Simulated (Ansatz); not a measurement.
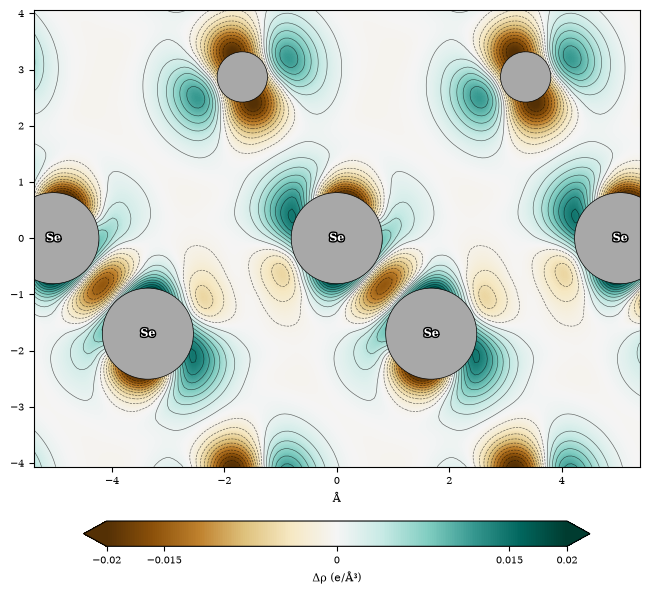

Se. Difference of the valence pseudo-densities of two functionals at the same geometry, on the (110) plane of the calculation cell: HSE06 less LC_WPBE.

Both computed with Ansatz (plane waves, PAW), on the same k-point mesh. Grey discs cover the atomic cores.

What does the difference map show?

Against LC_WPBE, HSE06 gives a change of −0.015 e/Å³ at the midpoint of Se–Se.
